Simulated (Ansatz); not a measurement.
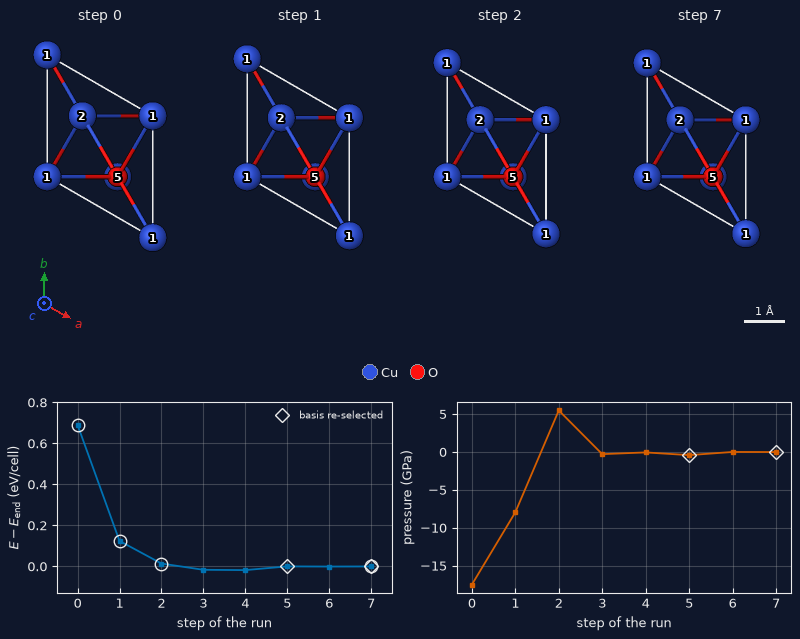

Frames of a relaxation of crystalline Cu$_{3}$O$_{2}$ (built on the tetradymite_166 type) (coarse preliminary run), marked on the history of the run. The picture is a ball-and-stick view of the conventional cell (3 times the calculation's cell), seen along the c axis. Lengths and directions refer to the drawn axes.

Case: anti-tetradymite type (R-3m, No. 166).

All numbers below come from DFT PBE, scalar-relativistic, plane waves, PAW (Ansatz 0.2.0).

Input
```yaml
crystal:
  lattice:
    - [1.5571070119, 0.8989961525, 7.2179808514]
    - [-1.5571070119, 0.8989961525, 7.2179808514]
    - [0.0, -1.7979923049, 7.2179808514]
  atoms:
    - { symbol: Cu, position: [0.0, 0.0, 0.0] }
    - { symbol: Cu, position: [0.2095, 0.2095, 0.2095] }
    - { symbol: Cu, position: [0.7905, 0.7905, 0.7905] }
    - { symbol: O, position: [0.4, 0.4, 0.4] }
    - { symbol: O, position: [0.6, 0.6, 0.6] }
basis:
  ecutwfc: 420
kpoints:
  mp_grid: { grid: [6, 6, 6] }
hamiltonian:
  xc: pbe
scf:
  occupations: { method: gaussian, width: 0.1 }
  lower_state_search: "off"
output:
  forces: true
  stress: true
  eigenvalues: true
relax:
  adjacent_minimum: "off"
  f_tol: 0.04
  max_steps: 70
  cell: { stress_tol: 0.4 }
```

Run as
```bash
ansatz run input.yaml --threads 1 --pin off --max-ram 2560MiB --backend cpu --events-out ev --progress --plain --runs-dir out
```

> What happens along the run?

After 5 accepted moves (7 points after the start) the energy has fallen by 0.690 eV per cell of the calculation. Largest force component: 0.58 eV/Å at the start, 0.0012 eV/Å at the end. The pressure goes from −17.48 to 0.00 GPa. At 2 points the geometry stayed and the basis and grid were re-selected for the new cell (energy shift of 18.1 meV per cell of the calculation at most each time). The largest moves relative to the cell, 0.14 Å, are those of O4 and O5. O4 goes along −c. By element the largest moves are O 0.14 Å, Cu 0.03 Å. Cell: a = b 3.114 → 2.910 Å (−6.5 %), c 21.654 → 20.915 Å (−3.4 %). Volume −15.6 %. Some distances before and after: Cu1–O4 2.306 → 2.095 Å, Cu2–Cu3 2.583 → 2.502 Å, Cu2–O5 2.183 → 2.129 Å. Among the angles between lasting bonds that change: Cu3–O4–Cu3 91.0° → 86.2°, O4–Cu3–O4 91.0° → 86.2°, Cu1–O4–Cu3 175.8° → 178.8°. The space group stays R-3m (No. 166). From step 0 to 1: O atoms move most (0.05 Å), volume −9.9 %, energy −0.566 eV per cell of the calculation. From step 1 to 2: O atoms move most (0.08 Å), volume −8.7 %, energy −0.110 eV per cell of the calculation. From step 2 to 7: Cu and O atoms move most (0.02 Å), volume +2.5 %, energy −14.2 meV per cell of the calculation.

```tsv
step	E − E(0), meV/atom	largest force component, eV/Å	pressure, GPa	volume, Å³/atom	note
0	0.00	0.5827	-17.48	12.125	
1	-113.19	0.3525	-7.94	10.929	
2	-135.23	0.3092	5.49	9.981	
3	-141.33	0.0755	-0.27	10.271	
4	-141.64	0.0161	-0.05	10.255	
5	-138.03	0.0167	-0.40	10.255	same geometry, new basis
6	-138.17	0.0012	0.01	10.228	
7	-138.07	0.0012	0.00	10.228	same geometry, new basis
```
